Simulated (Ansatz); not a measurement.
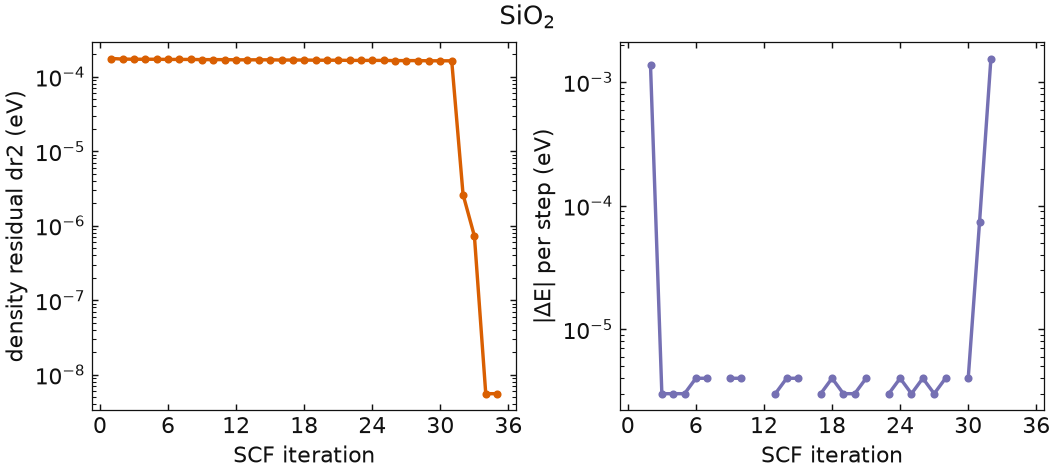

The plot shows the SCF iterations of a calculation: density residual dr2, step-to-step change of the Harris–Foulkes energy. Energy differences below 3 × 10⁻⁶ eV aren't drawn. The starting density is a sum of atomic densities corrected by a trained network, so the first residual is already small.

SiO2 (6 atoms in the cell), run with Ansatz.

```
crystal:
  lattice:
    - [-2.5133693365, 2.5133693365, 3.6893904771]
    - [2.5133693365, -2.5133693365, 3.6893904771]
    - [2.5133693365, 2.5133693365, -3.6893904771]
  atoms:
    - { symbol: Si, position: [0.0, 0.0, 0.0] }
    - { symbol: Si, position: [0.75, 0.25, 0.5] }
    - { symbol: O, position: [0.9670112792, 0.625, 0.8420112792] }
    - { symbol: O, position: [0.375, 0.2170112792, 0.3420112792] }
    - { symbol: O, position: [0.7829887208, 0.125, 0.1579887208] }
    - { symbol: O, position: [0.875, 0.0329887208, 0.6579887208] }
basis:
  ecutwfc: 420
kpoints:
  mp_grid: { grid: [8, 8, 8] }
hamiltonian:
  xc: pbe
scf:
  occupations: { method: gaussian, width: 0.02 }
  mixing: { algorithm: anderson, beta: 0.001, ndim: 1 }
  max_iter: 60
output:
  forces: true
  eigenvalues: true
  stress: true
```

Command:
```bash
ansatz run input.yaml --threads 2 --pin off --max-ram 5120MiB --backend cpu --events-out ev --progress --plain --runs-dir out
```

Did the calculation converge?

The run converged; it took 35 iterations. Up to iteration 31 density mixing fails to converge: the residual never comes down: it stays between about 1.6 × 10⁻⁴ and 1.8 × 10⁻⁴. After iteration 31 the program gave up density mixing and went on by direct minimisation of the free energy, which closed the SCF.

What is the residual at the start and at the end?

It starts near 2 × 10⁻⁴ and ends near 6 × 10⁻⁹ eV.

Is anything amiss with this input?

The input holds an odd setting (mixing far too weak). The SCF closed; whether the result suffers can't be told from this run alone.
